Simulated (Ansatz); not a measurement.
## Run report: C$_{10}$N, geometry relaxation (part 2 of 2)

Continued. System: C$_{10}$N (slab, 11 atoms in the cell). Method: DFT PBE+D3(BJ), scalar-relativistic, plane waves, PAW, no spin polarisation (Ansatz 0.2.0); cutoff 420 eV, 12×12×1 k-mesh, Gaussian smearing of 0.1 eV. The structure derives from a Materials Project entry. The input holds or restrains some coordinates. It belongs to a series of runs on one base structure; here: N put at a top C site.

Geometry of the input (Å; fractional positions):
```
2.4655  0.0000  0.0000
-1.2328  2.1341  0.0000
0.0000  0.0000  32.5980
C  0.0833  0.1666  0.2608
C  0.4167  0.8334  0.2608
C  0.5833  0.1666  0.3650
C  0.9167  0.8334  0.3650
C  0.0833  0.1666  0.4693
C  0.4167  0.8334  0.4693
C  0.5833  0.1666  0.5736
C  0.9167  0.8334  0.5736
C  0.0833  0.1666  0.6779
C  0.4167  0.8334  0.6779
N  0.4167  0.8334  0.7233
```

```
WARN: The output density's exchange-correlation potential varies sharply where the density is thin. Do not read a vacuum level from v_tot or v_xc, or from such a field of the output density. On a cell that repeats whose density bears no net charge and no dipole along the vacuum's axis use v_es (v_loc + v_h of the components); under efield.dipole_correction with no amplitude use v_es + v_field, which holds any external_charges[].barrier, or the levels of the report's work_function block, which leave it out; under a non-zero efield.amplitude the vacuum is tilted and has no level; on a cell that repeats and bears such a dipole with no correction it is tilted too, and efield.dipole_correction with no amplitude gives each side of its ramp a level where efield: is served; in a cell that repeats whose density bears a net charge (total_charge, or a fill off its count) it is curved and has none; of a slab under crystal.periodic whose density bears no net charge use v_es, which has a level on each side, short of where the two are joined; of another it falls or rises all the way out and has none; of a slab beside external_charges read slab_vacuum_level instead, which it has where they leave it neutral. The grid or the basis barely resolves most such structure, and the values can differ between equally converged runs; as a rule a tighter scf.convergence.dr2_threshold does not remove it. Where the density itself ripples (under the LDA too) a higher basis.ecutwfc lessens it. The files hold the spikes' plane waves up to the density's cutoff. Files: v_tot_of_output_density and the like, and their columns of v_z.tsv (output.write_potential); v_xc_of_output_density and the like, and their columns of v_comp_z.tsv (output.write_potential_components). Measured: with its Gaussian average of σ = 0.25 Å subtracted twice, the exchange-correlation potential is over 0.1 eV at 66 of the grid points where the equally averaged density (valence and model cores) is under 1e-3 e/Å³, and 0.207 eV at the most among them, at an averaged density of 1.3e-6 e/Å³. The input density's (outcome.potential() and, of a run that writes arrays, v_tot and v_xc) is over 0.1 eV, so measured, at 1354 points of its own thin density, 0.188 eV at the most. See output.write_potential in the manual, Limitations
SCF converged after 7 iterations
Free energy (F): -2889.899973 eV
Harris-Foulkes:  -2889.899973 eV  (|F-HF|=1.34e-7)
Internal energy: -2889.892124 eV  (E = F + TS)
E sigma→0 (E₀):  -2889.896048 eV
Entropy (-TS):   -0.007849 eV (-0.714 meV/atom)
Fermi energy:    1.513972 eV
Dipole field:    D = -0.078198 V/Å  (p = -0.074125 e·Å, saw-weighted, corrected)
Work function:   Φ+ = 6.8239 eV   Φ− = 4.2748 eV
Levels:          The Fermi level and band energies are counted from a zero that moves with the ramp; work functions are not
--- Per-component energies (eV) ---
  E_band       = -346.238376
  E_kinetic    = 1033.687215
  E_local      = -40419.315316  (includes V_loc(G=0)·N_el)
  E_nonlocal   = 320.762489
  E_hartree    = 19736.094691
  E_xc         = -538.673391
  E_vxc        = -668.822425  (∫ρ·V_xc dr)
  E_paw        = -1118.936261  (= ΣΔE_a)
  E_vpaw       = -85.118900  (= ΣTr[D̂ρ^β])
  E_aug_tail   = 0.000154  (compensation charges beyond the density's cutoff)
  E_efield     = 0.002898  (sawtooth field / dipole correction)
  E_vefield    = 0.373450  (∫n·V_field dr)
  E_ewald      = 18098.052913
  E_disp       = -1.567515  (pairwise vdW)
  E_smearing   = -0.007849  (= −TS)
  E_closure    = 0.000000  (closes the sum)
  Σ components = -2889.899973   (vs F -2889.899973, Δ=0.00e0)
--- Forces (eV/Å), atoms counted from 1 ---
  atom   1  C      0.00000000     0.00183610    -0.00072667
  atom   2  C      0.00000000    -0.00007800     0.00192009
  atom   3  C      0.00000000     0.01035205    -0.01009025
  atom   4  C      0.00000000    -0.00646114     0.00784287
  atom   5  C      0.00000000     0.01521173     0.00030984
  atom   6  C      0.00000000    -0.01841660     0.00032329
  atom   7  C      0.00000000    -0.00979102     0.00131409
  atom   8  C      0.00000000     0.00684143     0.00148732
  atom   9  C      0.00000000    -0.00978039    -0.01734178
  atom  10  C      0.00000000     0.01003881     0.02699710
  atom  11  N      0.00000000     0.00023491    -0.01209374
  max |Σ_I F_I| component: 5.78e-5 eV/Å
--- Band table (eV; the first three rows and the last of 43) ---
  k-point 0: bands = ["-20.5513", "-18.2870", "-18.1026", "-18.0129", "-17.9083", "-14.2036", "-6.9944", "-6.6248", "-6.1310", "-5.6962", "-5.3073", "-2.2763", "-2.2752", "-1.7668", "-1.7642", "-1.5539", "-1.5353", "-1.5237", "-1.5130", "-1.5046", "-1.5019", "0.7848", "3.1867", "3.1903", "5.0836", "6.2380", "6.6604", "7.6908", "7.9965", "8.5979", "8.9424", "8.9553", "9.3426", "9.6063"]
  k-point 1: bands = ["-20.3873", "-18.1223", "-17.9377", "-17.8490", "-17.7453", "-14.0698", "-6.7989", "-6.4324", "-5.9499", "-5.5235", "-5.1215", "-3.0681", "-2.6105", "-2.4163", "-2.1891", "-2.1668", "-2.1510", "-2.1068", "-1.8936", "-1.8639", "-1.8436", "0.8733", "2.8591", "3.1195", "5.3047", "6.4444", "6.8783", "7.8904", "8.2029", "8.7777", "9.0101", "9.5350", "9.5372", "9.6983"]
  k-point 2: bands = ["-19.8999", "-17.6302", "-17.4447", "-17.3588", "-17.2577", "-13.6848", "-6.2224", "-5.8647", "-5.4239", "-5.0379", "-4.8538", "-4.5604", "-4.0569", "-3.8348", "-3.8105", "-3.7829", "-3.3916", "-2.9028", "-2.6891", "-2.6601", "-2.6378", "0.6583", "2.2354", "2.9085", "5.9672", "7.0542", "7.5289", "8.4144", "8.7282", "8.9299", "9.4413", "9.6179", "9.8095", "9.8345"]
  k-point 42: bands = ["-16.5647", "-13.9940", "-13.7981", "-13.7340", "-13.6540", "-12.1135", "-9.4328", "-9.2641", "-9.0691", "-9.0265", "-8.9659", "-8.2478", "-7.6944", "-7.4857", "-7.4543", "-7.4091", "-3.0652", "-2.3908", "-1.8053", "-1.5083", "-1.1001", "-0.7051", "0.0333", "2.1713", "3.9257", "4.0790", "4.3329", "4.7143", "10.0369", "10.9001", "11.2953", "11.8265", "12.3742", "12.6572"]
--- Relaxed structure (13 steps of the walk, 13 accepted, 0 SCFs on fresh bases) ---
  F+E_penalty+E_count = -2889.89997287 eV   max|allowed force component| = 2.700e-2 eV/Å
  atoms:
    - { symbol: C, position: [0.08331017959999999, 0.16662035919999998, 0.2607524494] }
    - { symbol: C, position: [0.41668982039999997, 0.8333796407999999, 0.2607524494] }
    - { symbol: C, position: [0.5833101796, 0.16662035919999998, 0.3650391026] }
    - { symbol: C, position: [0.9166898204, 0.8333796407999999, 0.3650391026] }
    - { symbol: C, position: [0.013513480319635708, 0.027026960639271416, 0.4685002702936774] }
    - { symbol: C, position: [0.34696793517753344, 0.6939358703550669, 0.46850321206431383] }
    - { symbol: C, position: [0.7000558641174046, 0.4001117282348092, 0.5716859773786191] }
    - { symbol: C, position: [1.0333933506812671, 1.066786701362534, 0.5718284937184575] }
    - { symbol: C, position: [0.02911002262643077, 0.05822004525286154, 0.6650130676823542] }
    - { symbol: C, position: [0.3624272403159518, 0.7248544806319036, 0.6748516467695121] }
    - { symbol: N, position: [0.3624620917478367, 0.7249241834956734, 0.7194894640217864] }
```

Trajectory as extended XYZ (Å, eV, eV/Å), 13 frames, from step=1 to step=13:
```
11
Lattice="2.4655 0.0000 0.0000 -1.2328 2.1341 0.0000 0.0000 0.0000 32.5980" Properties=species:S:1:pos:R:3:forces:R:3 step=1 energy=-2889.39094
C     0.0000    0.3556    8.5000    0.0000   0.0133   0.0000
C     0.0000    1.7786    8.5000    0.0000  -0.0133   0.0000
C     1.2328    0.3556   11.8995    0.0000   0.0022   0.0019
C     1.2328    1.7786   11.8995    0.0000  -0.0022   0.0019
C     0.0000    0.3556   15.2990    0.0000   0.0607  -0.0010
C     0.0000    1.7786   15.2990    0.0000  -0.0607  -0.0008
C     1.2328    0.3556   18.6985    0.0000   0.0281   0.0151
C     1.2328    1.7786   18.6985    0.0000  -0.0231   0.0223
C     0.0000    0.3556   22.0980    0.0000  -0.0022  -2.8204
C     0.0000    1.7786   22.0980    0.0000   0.0016   0.9277
N     0.0000    1.7786   23.5780    0.0000  -0.0044   1.8539
11
Lattice="2.4655 0.0000 0.0000 -1.2328 2.1341 0.0000 0.0000 0.0000 32.5980" Properties=species:S:1:pos:R:3:forces:R:3 step=2 energy=-2889.56703
C     0.0000    0.3556    8.5000    0.0000  -0.0003  -0.0003
C     0.0000    1.7786    8.5000    0.0000   0.0003  -0.0003
C     1.2328    0.3556   11.8995    0.0000   0.0037   0.0021
C     1.2328    1.7786   11.8995    0.0000  -0.0037   0.0021
C     0.0000    0.3560   15.2902    0.0000   0.0120   0.0223
C     0.0000    1.7784   15.2902    0.0000  -0.0123   0.0224
C     1.2328    0.3809   18.8857    0.0000   0.0129  -0.0953
C     1.2328    1.8036   18.8860    0.0000   0.0040  -0.0664
C     0.0000    0.3388   21.9189    0.0000  -0.0064  -2.1555
C     0.0000    1.7618   21.9846    0.0000  -0.0002   1.3308
N     0.0000    1.7615   23.4827    0.0000  -0.0100   0.9422
11
Lattice="2.4655 0.0000 0.0000 -1.2328 2.1341 0.0000 0.0000 0.0000 32.5980" Properties=species:S:1:pos:R:3:forces:R:3 step=3 energy=-2889.83300
C     0.0000    0.3556    8.5000    0.0000   0.0081   0.0008
C     0.0000    1.7786    8.5000    0.0000  -0.0081   0.0008
C     1.2328    0.3556   11.8995    0.0000   0.0017   0.0156
C     1.2328    1.7786   11.8995    0.0000  -0.0017   0.0158
C     0.0000    0.3558   15.4152    0.0000  -0.0317  -0.0149
C     0.0000    1.7772   15.4152    0.0000   0.0295  -0.0155
C     1.2328    0.4844   18.8105    0.0000  -0.0063  -0.0838
C     1.2328    1.9068   18.8127    0.0000   0.0252  -0.0159
C     0.0000    0.2706   21.7406    0.0000  -0.0293  -0.4715
C     0.0000    1.6936   21.9787    0.0000   0.0058   1.2147
N     0.0000    1.6923   23.5133    0.0000   0.0067  -0.6458
11
Lattice="2.4655 0.0000 0.0000 -1.2328 2.1341 0.0000 0.0000 0.0000 32.5980" Properties=species:S:1:pos:R:3:forces:R:3 step=4 energy=-2889.83975
C     0.0000    0.3556    8.5000    0.0000   0.0130   0.0008
C     0.0000    1.7786    8.5000    0.0000  -0.0128   0.0010
C     1.2328    0.3556   11.8995    0.0000   0.0015   0.0144
C     1.2328    1.7786   11.8995    0.0000  -0.0011   0.0157
C     0.0000    0.3375   15.4089    0.0000   0.0287   0.0297
C     0.0000    1.7600   15.4121    0.0000  -0.0302  -0.0732
C     1.2328    0.5361   18.7192    0.0000   0.0066   1.2288
C     1.2328    1.9588   18.8002    0.0000   0.0159  -1.2288
C     0.0000    0.2462   21.7468    0.0000  -0.0157  -0.2493
C     0.0000    1.6698   22.0417    0.0000  -0.0130   0.4098
N     0.0000    1.6699   23.5153    0.0000   0.0071  -0.1485
11
Lattice="2.4655 0.0000 0.0000 -1.2328 2.1341 0.0000 0.0000 0.0000 32.5980" Properties=species:S:1:pos:R:3:forces:R:3 step=5 energy=-2889.88884
C     0.0000    0.3556    8.5000    0.0000   0.0085   0.0011
C     0.0000    1.7786    8.5000    0.0000  -0.0084   0.0014
C     1.2328    0.3556   11.8995    0.0000   0.0010  -0.0037
C     1.2328    1.7786   11.8995    0.0000  -0.0006  -0.0023
C     0.0000    0.3377   15.2777    0.0000  -0.0277   0.0243
C     0.0000    1.7595   15.2782    0.0000   0.0247   0.0065
C     1.2328    0.5991   18.7525    0.0000  -0.0002   0.2020
C     1.2328    2.0217   18.7718    0.0000   0.0129  -0.2442
C     0.0000    0.2035   21.7411    0.0000  -0.0055   0.1891
C     0.0000    1.6271   22.0659    0.0000  -0.0100   0.2259
N     0.0000    1.6286   23.5393    0.0000   0.0053  -0.3988
11
Lattice="2.4655 0.0000 0.0000 -1.2328 2.1341 0.0000 0.0000 0.0000 32.5980" Properties=species:S:1:pos:R:3:forces:R:3 step=6 energy=-2889.89369
C     0.0000    0.3556    8.5000    0.0000   0.0153   0.0006
C     0.0000    1.7786    8.5000    0.0000  -0.0151   0.0008
C     1.2328    0.3556   11.8995    0.0000   0.0008  -0.0038
C     1.2328    1.7786   11.8995    0.0000  -0.0003  -0.0024
C     0.0000    0.3303   15.2750    0.0000  -0.0147   0.0104
C     0.0000    1.7524   15.2750    0.0000   0.0112   0.0049
C     1.2328    0.5969   18.6888    0.0000   0.0103   0.0988
C     1.2328    2.0195   18.6977    0.0000  -0.0009  -0.0865
C     0.0000    0.2087   21.8078    0.0000   0.0007   0.0683
C     0.0000    1.6322   22.1275    0.0000  -0.0084   0.1573
N     0.0000    1.6348   23.5946    0.0000   0.0011  -0.2490
11
Lattice="2.4655 0.0000 0.0000 -1.2328 2.1341 0.0000 0.0000 0.0000 32.5980" Properties=species:S:1:pos:R:3:forces:R:3 step=7 energy=-2889.89682
C     0.0000    0.3556    8.5000    0.0000   0.0111   0.0002
C     0.0000    1.7786    8.5000    0.0000  -0.0108   0.0007
C     1.2328    0.3556   11.8995    0.0000   0.0019  -0.0015
C     1.2328    1.7786   11.8995    0.0000  -0.0011   0.0011
C     0.0000    0.3130   15.2882    0.0000   0.0146   0.0050
C     0.0000    1.7357   15.2881    0.0000  -0.0193   0.0072
C     1.2328    0.6429   18.7104    0.0000  -0.0118  -0.0279
C     1.2328    2.0652   18.7129    0.0000   0.0207   0.0212
C     0.0000    0.1871   21.7708    0.0000  -0.0093  -0.0576
C     0.0000    1.6104   22.0887    0.0000   0.0042   0.0421
N     0.0000    1.6140   23.5439    0.0000  -0.0001   0.0094
11
Lattice="2.4655 0.0000 0.0000 -1.2328 2.1341 0.0000 0.0000 0.0000 32.5980" Properties=species:S:1:pos:R:3:forces:R:3 step=8 energy=-2889.89762
C     0.0000    0.3556    8.5000    0.0000   0.0103   0.0002
C     0.0000    1.7786    8.5000    0.0000  -0.0099   0.0009
C     1.2328    0.3556   11.8995    0.0000   0.0022  -0.0009
C     1.2328    1.7786   11.8995    0.0000  -0.0011   0.0031
C     0.0000    0.2893   15.2961    0.0000  -0.0220   0.0025
C     0.0000    1.7113   15.2959    0.0000   0.0164   0.0045
C     1.2328    0.6771   18.7054    0.0000   0.0220  -0.0031
C     1.2328    2.1001   18.7098    0.0000  -0.0140  -0.0041
C     0.0000    0.1756   21.7493    0.0000   0.0170   0.0061
C     0.0000    1.5995   22.0728    0.0000  -0.0205  -0.0051
N     0.0000    1.6032   23.5264    0.0000  -0.0005  -0.0040
11
Lattice="2.4655 0.0000 0.0000 -1.2328 2.1341 0.0000 0.0000 0.0000 32.5980" Properties=species:S:1:pos:R:3:forces:R:3 step=9 energy=-2889.89863
C     0.0000    0.3556    8.5000    0.0000   0.0074  -0.0001
C     0.0000    1.7786    8.5000    0.0000  -0.0066   0.0012
C     1.2328    0.3556   11.8995    0.0000   0.0043  -0.0001
C     1.2328    1.7786   11.8995    0.0000  -0.0024   0.0077
C     0.0000    0.2245   15.3115    0.0000  -0.0533  -0.0044
C     0.0000    1.6460   15.3114    0.0000   0.0468  -0.0031
C     1.2328    0.7637   18.6836    0.0000   0.0420  -0.0048
C     1.2328    2.1872   18.6884    0.0000  -0.0372   0.0005
C     0.0000    0.1488   21.7064    0.0000   0.0399   0.0408
C     0.0000    1.5729   22.0338    0.0000  -0.0377  -0.0553
N     0.0000    1.5770   23.4848    0.0000  -0.0033   0.0174
11
Lattice="2.4655 0.0000 0.0000 -1.2328 2.1341 0.0000 0.0000 0.0000 32.5980" Properties=species:S:1:pos:R:3:forces:R:3 step=10 energy=-2889.89923
C     0.0000    0.3556    8.5000    0.0000   0.0039  -0.0005
C     0.0000    1.7786    8.5000    0.0000  -0.0025   0.0016
C     1.2328    0.3556   11.8995    0.0000   0.0076  -0.0054
C     1.2328    1.7786   11.8995    0.0000  -0.0045   0.0083
C     0.0000    0.1295   15.2914    0.0000  -0.0744  -0.0037
C     0.0000    1.5510   15.2913    0.0000   0.0706  -0.0012
C     1.2328    0.8693   18.6519    0.0000   0.0492   0.0221
C     1.2328    2.2931   18.6585    0.0000  -0.0508  -0.0246
C     0.0000    0.1212   21.6710    0.0000   0.0529   0.0557
C     0.0000    1.5453   22.0008    0.0000  -0.0448  -0.0978
N     0.0000    1.5493   23.4496    0.0000  -0.0074   0.0454
11
Lattice="2.4655 0.0000 0.0000 -1.2328 2.1341 0.0000 0.0000 0.0000 32.5980" Properties=species:S:1:pos:R:3:forces:R:3 step=11 energy=-2889.89965
C     0.0000    0.3556    8.5000    0.0000   0.0029  -0.0006
C     0.0000    1.7786    8.5000    0.0000  -0.0014   0.0016
C     1.2328    0.3556   11.8995    0.0000   0.0086  -0.0065
C     1.2328    1.7786   11.8995    0.0000  -0.0053   0.0082
C     0.0000    0.1085   15.2886    0.0000  -0.0374  -0.0025
C     0.0000    1.5307   15.2887    0.0000   0.0342  -0.0036
C     1.2328    0.8735   18.6414    0.0000   0.0155   0.0110
C     1.2328    2.2967   18.6468    0.0000  -0.0178  -0.0079
C     0.0000    0.1207   21.6728    0.0000   0.0221   0.0233
C     0.0000    1.5441   21.9989    0.0000  -0.0158  -0.0510
N     0.0000    1.5470   23.4499    0.0000  -0.0056   0.0278
11
Lattice="2.4655 0.0000 0.0000 -1.2328 2.1341 0.0000 0.0000 0.0000 32.5980" Properties=species:S:1:pos:R:3:forces:R:3 step=12 energy=-2889.89977
C     0.0000    0.3556    8.5000    0.0000   0.0010  -0.0007
C     0.0000    1.7786    8.5000    0.0000   0.0007   0.0019
C     1.2328    0.3556   11.8995    0.0000   0.0098  -0.0107
C     1.2328    1.7786   11.8995    0.0000  -0.0059   0.0071
C     0.0000    0.0718   15.2685    0.0000   0.0198   0.0037
C     0.0000    1.4951   15.2686    0.0000  -0.0233   0.0046
C     1.2328    0.8626   18.6523    0.0000  -0.0165  -0.0220
C     1.2328    2.2853   18.6564    0.0000   0.0138   0.0097
C     0.0000    0.1227   21.6696    0.0000  -0.0157  -0.0034
C     0.0000    1.5452   21.9908    0.0000   0.0175   0.0399
N     0.0000    1.5459   23.4467    0.0000  -0.0013  -0.0299
11
Lattice="2.4655 0.0000 0.0000 -1.2328 2.1341 0.0000 0.0000 0.0000 32.5980" Properties=species:S:1:pos:R:3:forces:R:3 step=13 energy=-2889.89997
C     0.0000    0.3556    8.5000    0.0000   0.0018  -0.0007
C     0.0000    1.7786    8.5000    0.0000  -0.0001   0.0019
C     1.2328    0.3556   11.8995    0.0000   0.0104  -0.0101
C     1.2328    1.7786   11.8995    0.0000  -0.0065   0.0078
C     0.0000    0.0577   15.2722    0.0000   0.0152   0.0003
C     0.0000    1.4810   15.2723    0.0000  -0.0184   0.0003
C     1.2328    0.8539   18.6358    0.0000  -0.0098   0.0013
C     1.2328    2.2767   18.6404    0.0000   0.0068   0.0015
C     0.0000    0.1242   21.6781    0.0000  -0.0098  -0.0173
C     0.0000    1.5469   21.9988    0.0000   0.0100   0.0270
N     0.0000    1.5471   23.4539    0.0000   0.0002  -0.0121
```

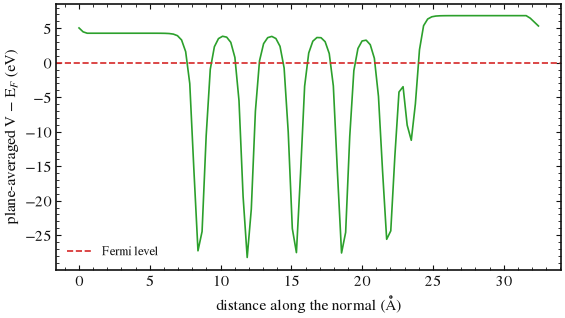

**Figure 1.** Plane average of the electrostatic potential energy of an electron across the cell, from the Fermi level. The vacuum level lies 6.82 eV above the Fermi level on the upper side and 4.27 eV on the lower.

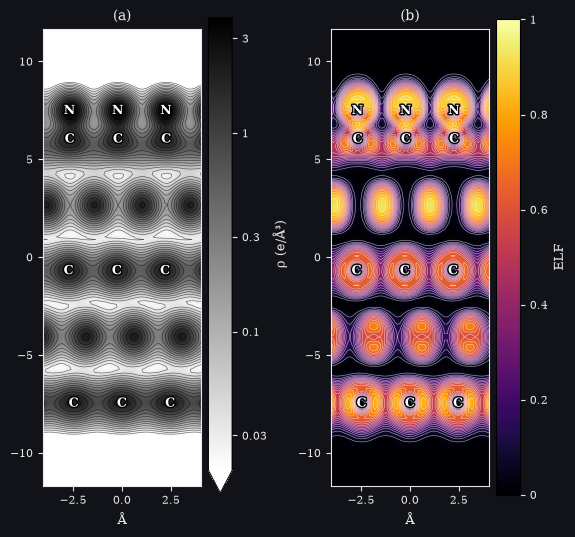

**Figure 2.** (a) valence pseudo-density; (b) electron localisation function on the (11̄0) plane of the calculation cell, a cut from vacuum to vacuum. Atoms in the plane: C and N. The density dies away to nearly zero in the vacuum. In a PAW calculation such maps are meaningful between the atoms, not at the nuclei.

Results in brief:

| quantity | value |
| --- | --- |
| outcome | converged under the restraints of the input |
| electrons treated | 45 |
| free energy | −2889.9000 eV |
| work function, top face | 6.82 eV |
| work function, bottom face | 4.27 eV |
| Fermi energy | 1.514 eV |
| gap on the k-point mesh | none (metallic) |
| final volume | 171.52 Å³ |
| work function (upper face) | 6.82 eV |
| largest force (length of the vector) at the end, held atoms and coordinates included | 0.029 eV/Å |
| wall time | 4.3 min |
| peak memory | 0.6 GiB |

Notes:

The program warns: the exchange-correlation potential is rough where the density is thin. The cell holds an odd number of electrons but the run has no spin polarisation, so it comes out as a metal.
